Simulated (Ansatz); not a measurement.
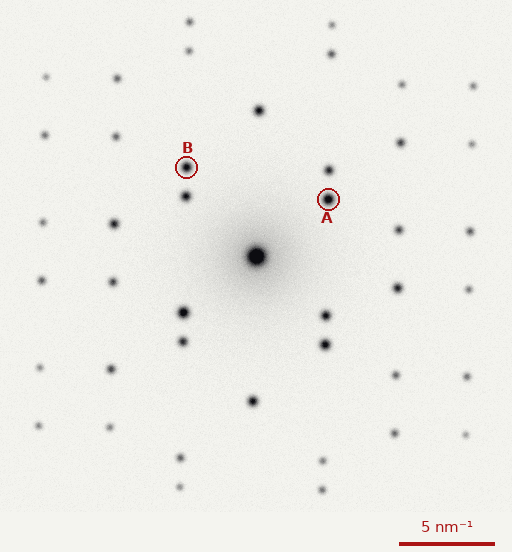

The pattern is a kinematic simulation for 200 kV electrons (no multiple scattering; isotropic B = 1 Å²). Two individuals of a reflection twin are superposed (a geometric construction: whether this twin forms is not tested; the second individual is smaller and so fainter). Crystal: Hf, space group Pm-3m (No. 221), a = 2.92 Å, zone axis [211]. Structure: coordinates from a relaxation with Ansatz 0.2.0, DFT, PBE, plane waves (420 eV) with PAW, scalar-relativistic; the starting structure was generated, so it need not be a known form of this composition.

```
Hf
1.0
     2.91739    0.00000    0.00000
     0.00000    2.91739    0.00000
     0.00000    0.00000    2.91739
Hf
1
Direct
  0.00000 0.00000 0.00000
```

In the first individual spot A is 0 -1 1 and spot B is 1 -1 -1.

Q: Find the twin plane.

A: (1-20). The spot positions of the combined pattern are mirror-symmetric about the row through 1 -2 0 (d = 1.305 Å), which both individuals share, while a single individual has only symmetry 2mm without that mirror line. Friedel's law adds the mirror line at right angles, so a twin on (21-5) would give the same picture; the more widely spaced plane was used.

Q: Which other reflections coincide?

A: Within the frame only the reflections of the common row coincide.
